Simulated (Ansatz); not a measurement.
**Pt: a changed input and its effect**

System: Pt (Im-3m, 1 atom in the cell).
Method of run A: DFT PBE, spin-orbit coupling, plane waves, PAW (Ansatz 0.2.0).

The structure was built on a prototype by a generator; it need not be a known phase. Text and figures count atoms from 1; the logs count them from 0 in places.

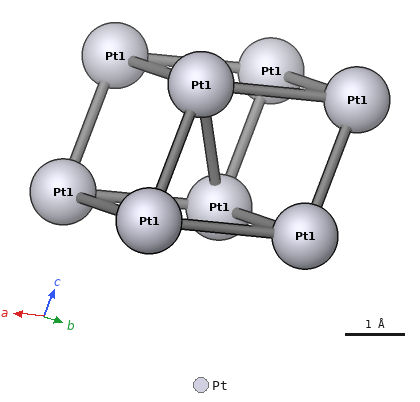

**Figure 1.** The input geometry (ball-and-stick view of the cell of the calculation, seen at an oblique angle; atoms are numbered from 1 in the order of the input). Near neighbours in the crystal (not all of them lie inside the picture): Pt has 8 Pt at 2.75 Å.

**Input, run A**
```yaml
crystal:
  lattice:
    - [-1.5854895616, 1.5854895616, 1.5854895616]
    - [1.5854895616, -1.5854895616, 1.5854895616]
    - [1.5854895616, 1.5854895616, -1.5854895616]
  atoms:
    - { symbol: Pt, position: [0.0, 0.0, 0.0] }
basis:
  ecutwfc: 600
  ecutrho_ratio: 5
kpoints:
  mp_grid: { grid: [18, 18, 18] }
hamiltonian:
  xc: pbe
scf:
  occupations: { method: gaussian, width: 0.05 }
output:
  forces: true
  stress: true
  eigenvalues: true
  populations: true
magnetization:
  noncollinear: true
  spin_orbit: true
```

Hardware: 4 threads of an x86-64 CPU, shared host.

**Output, shortened to warnings, some set-up lines, iterations and results (run A)**
```
Basis set: ecut = 600 eV, 555 PW (Γ), exchange–correlation on 50×50×50 points (8 copies of the dense FFT grid, shifted against one another)
Symmetry: 48 space group operations + 48 with time reversal
k-points: 195 of 5832
Initial density: superposition of atomic densities (chi_scale 0.1, normalization cell)
[...]
SCF iter   1: F=—  HF=-12557.878244 eV  |F-HF|=—  |Δ(HF+E_count)|=         —  Δρ=8.79e-2  dr2=1.07e0  dr2_m=0.00e0 (ungated)  ethr=3.10e-3  |M|=0.00e0 ∫|m|=0.00e0 μB  …
SCF iter   2: F=—  HF=-12557.582406 eV  |F-HF|=—  |Δ(HF+E_count)|=   2.96e-1  Δρ=3.91e-2  dr2=1.39e-1  dr2_m=0.00e0 (ungated)  ethr=3.10e-3  |M|=0.00e0 ∫|m|=0.00e0 μB  …
SCF iter   3: F=—  HF=-12557.546905 eV  |F-HF|=—  |Δ(HF+E_count)|=   3.55e-2  Δρ=1.54e-2  dr2=9.49e-3  dr2_m=0.00e0 (ungated)  ethr=7.74e-4  |M|=0.00e0 ∫|m|=0.00e0 μB  …
SCF iter   4: F=—  HF=-12557.544930 eV  |F-HF|=—  |Δ(HF+E_count)|=   1.97e-3  Δρ=9.52e-4  dr2=1.07e-4  dr2_m=0.00e0 (ungated)  ethr=5.27e-5  |M|=0.00e0 ∫|m|=0.00e0 μB  …
SCF iter   5: F=—  HF=-12557.544911 eV  |F-HF|=—  |Δ(HF+E_count)|=   1.87e-5  Δρ=1.51e-4  dr2=8.04e-7  dr2_m=0.00e0 (ungated)  ethr=5.94e-7  |M|=0.00e0 ∫|m|=0.00e0 μB  …
SCF iter   6: F=—  HF=-12557.544910 eV  |F-HF|=—  |Δ(HF+E_count)|=   1.74e-6  Δρ=7.63e-6  dr2=2.80e-9  dr2_m=0.00e0 (ungated)  ethr=5.56e-10  |M|=0.00e0 ∫|m|=0.00e0 μB  …
SCF iter   7: F=-12557.544910 eV  HF=-12557.544910 eV  |F-HF|=4.18e-11  |Δ(HF+E_count)|=  3.22e-10  Δρ=1.36e-6  dr2=7.74e-11  dr2_m=0.00e0 (ungated)  ethr=1.56e-11  …
SCF 1 converged in 7 iterations: F = -12557.544910 eV  dr2 = 7.74e-11
SCF converged after 7 iterations
Magnetization: |M| = 0.0000 μB,  M = (+0.0000, +0.0000, +0.0000) μB
Absolute magnetization: 0.0000 μB (∫|m|)
  site 0: m = (+0.0000, +0.0000, +0.0000) μB, |m| = 0.0000 μB  (R = 1.13 Å)
Free energy (F): -12557.544910 eV
Harris-Foulkes:  -12557.544910 eV  (|F-HF|=4.18e-11)
Internal energy: -12557.543666 eV  (E = F + TS)
E sigma→0 (E₀):  -12557.544288 eV
Entropy (-TS):   -0.001243 eV (-1.243 meV/atom)
Fermi energy:    21.636374 eV
--- Per-component energies (eV) ---
  E_band       = -158.584303
  E_kinetic    = 636.643155
  E_local      = -1529.216627  (includes V_loc(G=0)·N_el)
  E_nonlocal   = 188.183493
  E_hartree    = 565.880487
  E_xc         = -261.527381
  E_vxc        = -302.538542  (∫ρ·V_xc dr)
  E_paw        = -9480.291232  (= ΣΔE_a)
  E_vpaw       = -283.416560  (= ΣTr[D̂ρ^β])
  E_aug_tail   = 0.000040  (compensation charges beyond the density's cutoff)
  E_ewald      = -2677.215602
  E_smearing   = -0.001243  (= −TS)
  E_closure    = 0.000000  (closes the sum)
  Σ components = -12557.544910   (vs F -12557.544910, Δ=0.00e0)
--- Forces (eV/Å), atoms counted from 1 ---
  atom   1  Pt     0.00000000    -0.00000000    -0.00000000
  max |Σ_I F_I| component: 1.12e-30 eV/Å
--- Stress (GPa, compression-positive) ---
       -1.448983       0.000000       0.000000
        0.000000      -1.448983       0.000000
       -0.000000      -0.000000      -1.448983
  P = ⅓ Tr σ = -1.4490 GPa (-14.490 kbar)
--- Löwdin populations: 1 site ---
  site symbol       q [e]
     0     Pt     17.8448
  spilling = 0.008622 (of n_electrons = 18.000000)
```

The input of run B differs as follows (lines with − go, lines with + come):
```diff
-    - [-1.5854895616, 1.5854895616, 1.5854895616]
-    - [1.5854895616, -1.5854895616, 1.5854895616]
-    - [1.5854895616, 1.5854895616, -1.5854895616]
+    - [-1.5821898919, 1.5821898919, 1.5821898919]
+    - [1.5821898919, -1.5821898919, 1.5821898919]
+    - [1.5821898919, 1.5821898919, -1.5821898919]
```

What does this change do to the results?

With the same functional and potentials, run B lies 0.45 meV per atom lower. The pressure goes from −1.45 to 0.00 GPa. The volume per atom goes from 15.94 to 15.84 Å³. The cell is scaled evenly with the atoms at fixed fractional positions, so −ΔP/Δ ln V estimates the bulk modulus midway between the two volumes: about 230 GPa. The SCF takes 6 iterations against 7. The plane waves at Γ go from 555 to 531.

**Output, shortened to warnings, some set-up lines, iterations and results (run B)**
```
Basis set: ecut = 600 eV, 531 PW (Γ), exchange–correlation on 50×50×50 points (8 copies of the dense FFT grid, shifted against one another)
Symmetry: 48 space group operations + 48 with time reversal
k-points: 195 of 5832
Initial density: superposition of atomic densities (chi_scale 0.1, normalization cell)
[...]
SCF iter   1: F=—  HF=-12557.877451 eV  |F-HF|=—  |Δ(HF+E_count)|=         —  Δρ=8.81e-2  dr2=1.07e0  dr2_m=0.00e0 (ungated)  ethr=3.10e-3  |M|=0.00e0 ∫|m|=0.00e0 μB  …
SCF iter   2: F=—  HF=-12557.583237 eV  |F-HF|=—  |Δ(HF+E_count)|=   2.94e-1  Δρ=3.94e-2  dr2=1.40e-1  dr2_m=0.00e0 (ungated)  ethr=3.10e-3  |M|=0.00e0 ∫|m|=0.00e0 μB  …
SCF iter   3: F=—  HF=-12557.547357 eV  |F-HF|=—  |Δ(HF+E_count)|=   3.59e-2  Δρ=1.54e-2  dr2=9.46e-3  dr2_m=0.00e0 (ungated)  ethr=7.78e-4  |M|=0.00e0 ∫|m|=0.00e0 μB  …
SCF iter   4: F=—  HF=-12557.545381 eV  |F-HF|=—  |Δ(HF+E_count)|=   1.98e-3  Δρ=9.27e-4  dr2=9.80e-5  dr2_m=0.00e0 (ungated)  ethr=5.25e-5  |M|=0.00e0 ∫|m|=0.00e0 μB  …
SCF iter   5: F=—  HF=-12557.545362 eV  |F-HF|=—  |Δ(HF+E_count)|=   1.89e-5  Δρ=1.47e-4  dr2=7.85e-7  dr2_m=0.00e0 (ungated)  ethr=5.44e-7  |M|=0.00e0 ∫|m|=0.00e0 μB  …
SCF iter   6: F=-12557.545362 eV  HF=-12557.545362 eV  |F-HF|=1.48e-9  |Δ(HF+E_count)|=   5.76e-7  Δρ=7.82e-6  dr2=3.89e-9  dr2_m=0.00e0 (ungated)  ethr=5.56e-10  |M|=0.00e0 …
SCF 1 converged in 6 iterations: F = -12557.545362 eV  dr2 = 3.89e-9
SCF converged after 6 iterations
Magnetization: |M| = 0.0000 μB,  M = (+0.0000, +0.0000, +0.0000) μB
Absolute magnetization: 0.0000 μB (∫|m|)
  site 0: m = (+0.0000, +0.0000, +0.0000) μB, |m| = 0.0000 μB  (R = 1.13 Å)
Free energy (F): -12557.545362 eV
Harris-Foulkes:  -12557.545362 eV  (|F-HF|=1.48e-9)
Internal energy: -12557.544110 eV  (E = F + TS)
E sigma→0 (E₀):  -12557.544736 eV
Entropy (-TS):   -0.001252 eV (-1.252 meV/atom)
Fermi energy:    21.816547 eV
--- Per-component energies (eV) ---
  E_band       = -155.771992
  E_kinetic    = 636.862264
  E_local      = -1521.006832  (includes V_loc(G=0)·N_el)
  E_nonlocal   = 188.174543
  E_hartree    = 563.150278
  E_xc         = -261.619885
  E_vxc        = -302.664565  (∫ρ·V_xc dr)
  E_paw        = -9480.305562  (= ΣΔE_a)
  E_vpaw       = -283.440044  (= ΣTr[D̂ρ^β])
  E_aug_tail   = 0.000041  (compensation charges beyond the density's cutoff)
  E_ewald      = -2682.798956
  E_smearing   = -0.001252  (= −TS)
  E_closure    = -0.000000  (closes the sum)
  Σ components = -12557.545362   (vs F -12557.545362, Δ=0.00e0)
--- Forces (eV/Å), atoms counted from 1 ---
  atom   1  Pt    -0.00000000    -0.00000000     0.00000000
  max |Σ_I F_I| component: 4.27e-30 eV/Å
--- Stress (GPa, compression-positive) ---
       -0.001282      -0.000000      -0.000000
        0.000000      -0.001282      -0.000000
        0.000000      -0.000000      -0.001282
  P = ⅓ Tr σ = -0.0013 GPa (-0.013 kbar)
--- Löwdin populations: 1 site ---
  site symbol       q [e]
     0     Pt     17.8442
  spilling = 0.008658 (of n_electrons = 18.000000)
```

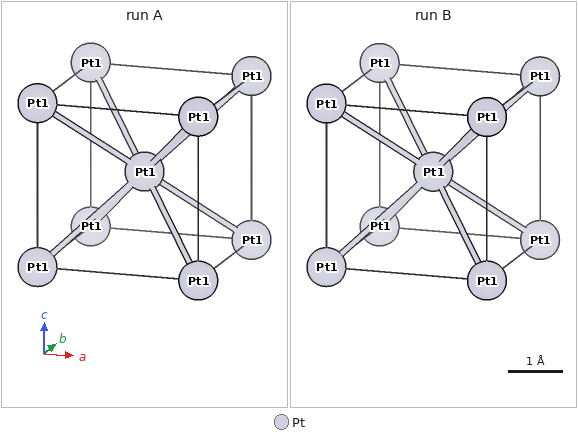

**Figure 2.** The two input geometries at one scale (ball-and-stick view of the cell 2 times as large as that of the calculation, set on its symmetry axes, seen slightly off an axis). No atom moves by more than 0.005 Å relative to the cell. Cell: a = b = c 3.171 → 3.164 Å (−0.2 %). Volume −0.6 %. Among the contacts that change: Pt1–Pt1 2.746 → 2.740 Å.

**The two runs side by side**

| quantity | run A | run B |
| --- | --- | --- |
| outcome | converged | converged |
| free energy per atom (eV) | −12557.5449 | −12557.5454 |
| energy per atom, smearing taken to zero (eV) | −12557.5443 | −12557.5447 |
| gap on the mesh (eV) | 0.00 | 0.00 |
| net moment of the cell (μB) | 0.00 | 0.00 |
| absolute moment of the cell (μB) | 0.00 | 0.00 |
| pressure (GPa) | −1.45 | 0.00 |
| volume per atom (Å³) | 15.94 | 15.84 |
| largest force (eV/Å) | 0.000 | 0.000 |
| SCF iterations | 7 | 6 |
| irreducible k-points | 195 | 195 |
| plane waves at Γ | 555 | 531 |
| wall time (shared host) | 5.9 s | 5.1 s |
